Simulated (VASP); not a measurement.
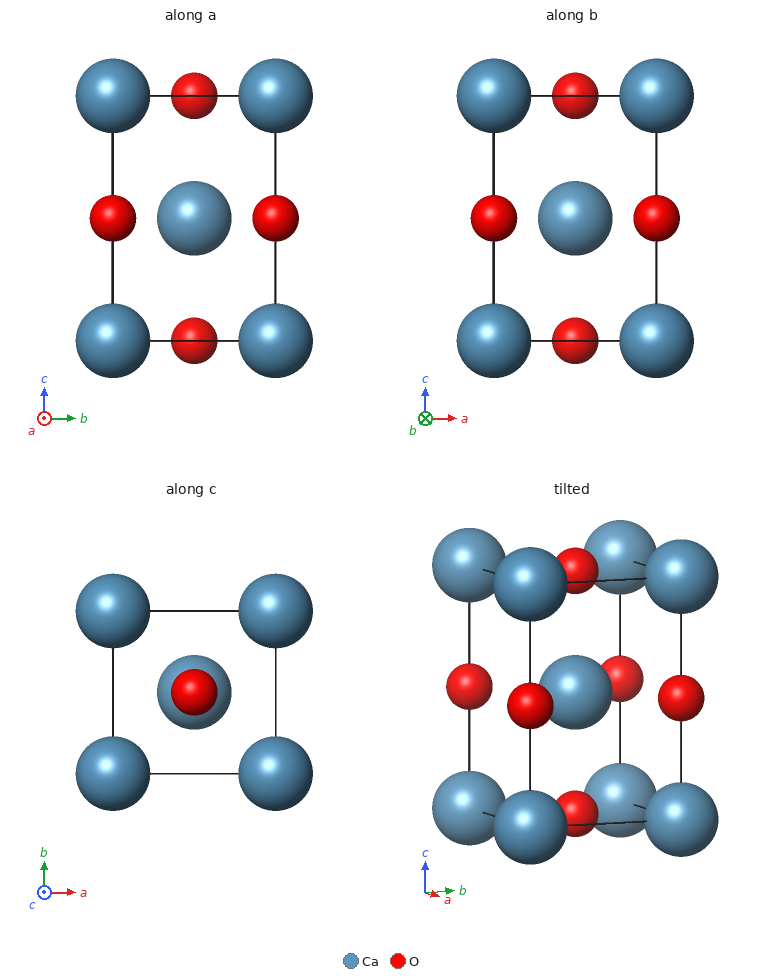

View along the a axis, along the b axis, along the c axis and slightly off an axis, drawn as a spheres-only model. The wireframe shows the conventional unit cell.

Lattice parameters: a = 3.2550 Å, b = 3.2550 Å, c = 4.9025 Å, α = 90.000°, β = 90.000°, γ = 90.000°.

> Reconstruct the structure as a CIF with its space group and independent sites.

```cif
data_structure
_symmetry_space_group_name_H-M 'I 4/m m m'
_symmetry_Int_Tables_number 139
_cell_length_a 3.2550
_cell_length_b 3.2550
_cell_length_c 4.9025
_cell_angle_alpha 90.000
_cell_angle_beta 90.000
_cell_angle_gamma 90.000
_cell_volume 51.94
loop_
_atom_site_label
_atom_site_type_symbol
_atom_site_symmetry_multiplicity
_atom_site_Wyckoff_symbol
_atom_site_fract_x
_atom_site_fract_y
_atom_site_fract_z
_atom_site_occupancy
Ca1 Ca 2 a 0.0000 0.0000 0.0000 1
O1 O 2 b 0.5000 0.5000 0.0000 1
```

Starting structure: a structure type filled with these elements by a generator (whether the compound takes this form wasn't checked). The cell was then strained or its atoms displaced on purpose. An electronic-structure calculation with VASP was run on it.

At this level of theory the run's own cell isn't at rest (compressed, at 10 GPa), so its distances can differ from those at equilibrium, the more so the softer the solid.
